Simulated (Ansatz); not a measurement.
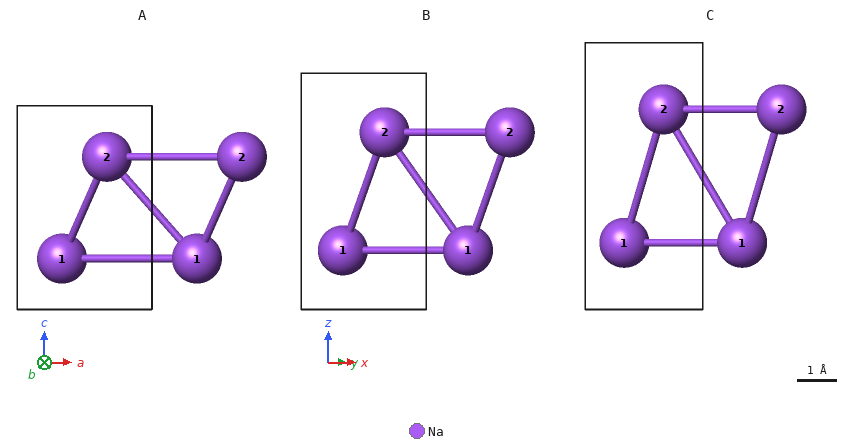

A scan of solid Na (P6_3/mmc) along one coordinate. x, y and z are the Cartesian axes of the input. A ball-and-stick model of the cell of the calculation, repeated 2 × 1 × 1 with one cell outlined, seen along the b axis.

Theory: DFT LDA, scalar-relativistic, plane waves, PAW in Ansatz 0.2.0. Settings: plane-wave cutoff 420 eV; k-point mesh 18 × 18 × 10; occupations gaussian; smearing width 0.15 eV; no spin polarisation. Energies (free energies at the smearing named) are counted from the cell as listed in its source, which wasn't relaxed.

Question: Which coordinate changes from frame to frame?

Answer: The ratio of the cell's length along z to its lengths across, counted as 1 for the reference, is changed at fixed volume (a c/a path), with the atoms kept at their fractional coordinates. In the frames the relative ratio is 0.80 (A), 1.00 (B), 1.20 (C). Their energies are 29.4 meV/atom, 0.0 meV/atom, 30.5 meV/atom.
